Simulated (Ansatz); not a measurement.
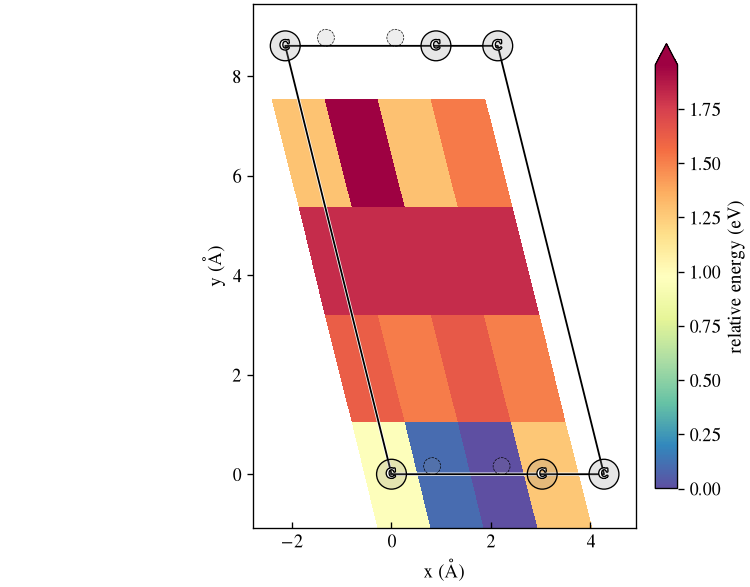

Energy landscape of Cl on a C(111) slab cut from the P6/mmm phase, its upper half relaxed before the scan (20 atoms of substrate and one adsorbate in a 2 × 1 cell). Cl is moved over the surface cell; relaxed at each place: the height of the adsorbate's atoms; substrate rigid; the origin of the map has the adsorbate above C17. Places are given modulo a cell vector. The map is drawn in real space over the plane of the surface. Grid: 4 × 4 points. Places are given in fractions of the 1 × 1 surface cell. Energies: eV, counted from the lowest grid point. At some places the adsorbate sinks to or below the level of the top layer. Computed with DFT PBE, scalar-relativistic, plane waves, PAW (Ansatz). Settings: cutoff 420 eV, k-mesh 4×3×1, gaussian smearing 0.1 eV, no spin polarisation.

The picture shows one coloured cell a grid point, labelled circles for the atoms of the top layer and small ones for the second layer, the outline of one cell of the plane, one colour for all values above the top of the scale. 

Summarise what can be read from the map.

The lowest grid point is at (2/4, 0/4) of the cell vectors [nearest 1 C at 1.82 Å]. The highest grid point, a place at or below the level of the top layer, (1/4, 3/4) of the cell vectors, lies 1.95 eV above the lowest. At the lowest point the adsorbate has 1 C at 1.82 Å as nearest neighbours, at the highest 2 C at 2.45 Å. Its relaxed height above the top atom is 1.59 Å at the lowest and −1.48 Å at the highest point.

Each point was launched as `ansatz run input.yaml --threads 4 --pin off --max-ram 12288MiB --backend cpu --events-out ev --progress --plain --runs-dir out`. Time for the 16 points that were run: 33 min on 4 threads of Arm Neoverse V2, on a shared host.

PAW datasets: the set soft_1.
